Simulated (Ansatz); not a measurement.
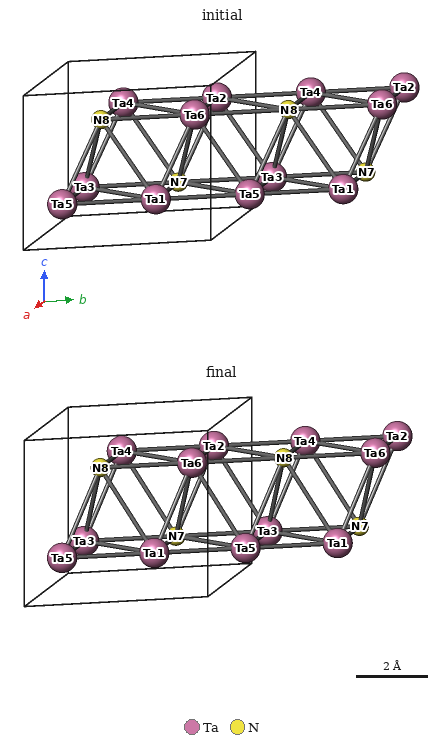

The structure of crystalline Ta3N (built on the Ni3Sn (D0_19)_194 type) (coarse preliminary run) before (top) and after (bottom) a relaxation, at one scale.

A ball-and-stick model of the cell of the calculation, repeated 1 × 2 × 1 with one cell outlined, seen slightly off an axis.

Case: Ni3Sn (D0_19) type (P6_3/mmc, No. 194).

The calculation used DFT PBE, scalar-relativistic, plane waves, PAW in Ansatz.

Input
```yaml
crystal:
  lattice:
    - [5.5804724955, 0.0, 0.0]
    - [-2.7902362478, 4.8328309462, 0.0]
    - [0.0, 0.0, 4.4791902017]
  atoms:
    - { symbol: Ta, position: [0.833, 0.666, 0.25] }
    - { symbol: Ta, position: [0.167, 0.833, 0.75] }
    - { symbol: Ta, position: [0.334, 0.167, 0.25] }
    - { symbol: Ta, position: [0.167, 0.334, 0.75] }
    - { symbol: Ta, position: [0.833, 0.167, 0.25] }
    - { symbol: Ta, position: [0.666, 0.833, 0.75] }
    - { symbol: "N", position: [0.3333333333, 0.6666666667, 0.25] }
    - { symbol: "N", position: [0.6666666667, 0.3333333333, 0.75] }
basis:
  ecutwfc: 420
kpoints:
  mp_grid: { grid: [6, 6, 4] }
hamiltonian:
  xc: pbe
scf:
  occupations: { method: gaussian, width: 0.1 }
  lower_state_search: "off"
output:
  forces: true
  stress: true
  eigenvalues: true
relax:
  adjacent_minimum: "off"
  f_tol: 0.04
  max_steps: 70
  cell: { stress_tol: 0.4 }
```

Launched with:
```bash
ansatz run input.yaml --threads 1 --pin off --max-ram 2560MiB --backend cpu --events-out ev --progress --plain --runs-dir out
```

**What changed between the two?**

The largest moves relative to the cell, 0.011 Å, are those of Ta1, Ta2, Ta3, Ta4, Ta5 and Ta6. Ta4 goes along [−1 −2 0]. N stays in place. The volume changes by +2.8 %, with a = b 5.580 → 5.460 Å (−2.2 %), c 4.479 → 4.811 Å (+7.4 %). Near-neighbour distances that change, for instance: Ta1–N8 2.757 → 2.880 Å, Ta1–Ta2 2.761 → 2.872 Å, Ta1–Ta3 2.796 → 2.717 Å, Ta1–N7 2.790 → 2.730 Å. The space group stays P6_3/mmc (No. 194). After 3 accepted moves (4 points after the start) the energy has fallen by 0.380 eV per cell of the calculation. The largest force component goes from 0.076 to 0.019 eV/Å. The pressure goes from 5.37 to 0.28 GPa. The SCF was repeated once at an unchanged geometry on a basis and grid sized afresh for the cell, which shifted the energy by 12.6 meV per cell of the calculation at most.
